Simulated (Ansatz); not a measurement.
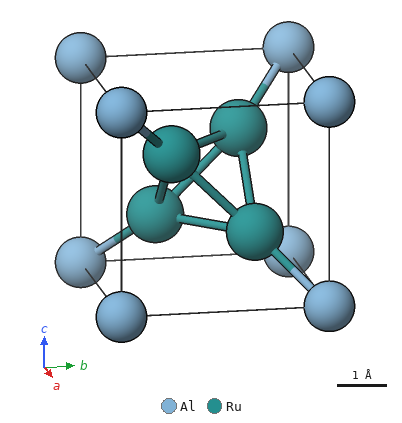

Ball-and-stick drawing of the structure, looking slightly off an axis. One conventional unit cell is outlined, and atoms on its boundary appear in each equivalent place. Cell: a = 4.36 Å, b = 4.36 Å, c = 4.36 Å, α = 90.00°, β = 90.00°, γ = 90.00°.

Origin of the cell: a structure type filled with these elements by a generator (whether the compound takes this form wasn't checked). Earlier steps of the study may have refined or changed the cell and positions. It went into a calculation with Ansatz.

Question: Caption:

Answer: Its composition is AlRu₄. Its lattice is primitive cubic, its space group P-43m (No. 215). With Z = 1, the cell contains 1 Al, 4 Ru. The Al atoms are each bonded to four Ru in a tetrahedral arrangement at about 2.3 Å. The neighbours of Ru are three Ru and one Al (about 2.5 Å to Ru, 2.3 Å to Al). Not all metal-metal contacts are counted. The bonds build a three-dimensional framework.

Computed with DFT PBE, scalar-relativistic, plane waves, PAW (Ansatz). Settings: plane waves up to 420 eV, k-points on a 10×10×10 grid, Gaussian smearing of 0.1 eV, no spin polarisation.

Question: Does it come out as a metal, or with a gap?

Answer: A metal: bands cross the Fermi level.

Question: How are the electrons shared out in a Bader analysis?

Answer: Al +1.78 e; Ru -0.44 e.

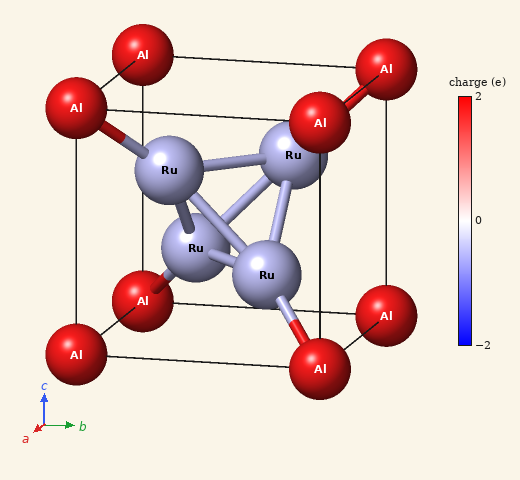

The atoms coloured by those charges. The run's cell of 5 atoms is drawn.

Question: Is the structure relaxed at this level of theory?

Answer: Yes. All forces vanish to within 0.01 eV/Å. The pressure is 0.0 GPa, close to zero.
